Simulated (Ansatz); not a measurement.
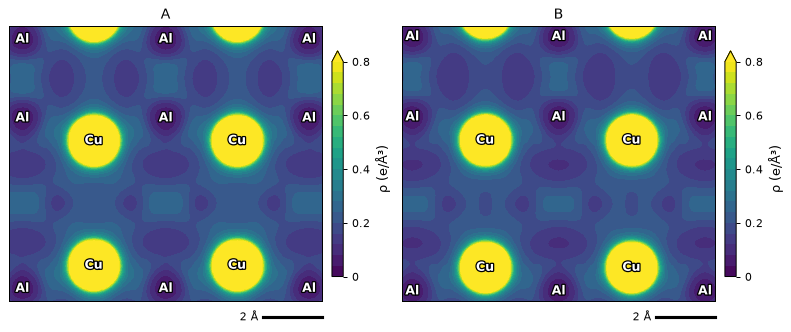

Al₂Cu. The valence electron density of two cells that differ in size, on the (110) plane of each (indices in the axes of the calculation cell), at one length scale and on one colour scale; one has 14.1 and the other 15.0 Å³ an atom.

The calculation used DFT, PBE, plane-wave PAW, default files, scalar-relativistic, frozen cores in Ansatz 0.2.0.

In a PAW calculation such maps are meaningful between the atoms, not at the nuclei.

The larger cell:

```
Al Cu
1.0
    -3.03350    3.03350    2.43850
     3.03350   -3.03350    2.43850
     3.03350    3.03350   -2.43850
Al Cu
4 2
Direct
  0.65810 0.15810 0.81620
  0.15810 0.34190 0.50000
  0.34190 0.84190 0.18380
  0.84190 0.65810 0.50000
  0.25000 0.25000 0.00000
  0.75000 0.75000 0.00000
```

The smaller cell: a = 4.834 Å, b = 4.834 Å, c = 4.834 Å, α = 104.13°, β = 104.13°, γ = 120.77°.

> Which is the denser cell? Describe the effect of the change.

Panel A is the smaller cell, by 6 % in volume. From the larger cell to the smaller, Al–Al goes from 2.71 to 2.66 Å, and the density at its midpoint from 0.25 to 0.27 e/Å³; Al–Cu goes from 2.59 to 2.54 Å, and the density at its midpoint from 0.27 to 0.29 e/Å³; the pressure goes from −0.3 to 7 GPa.
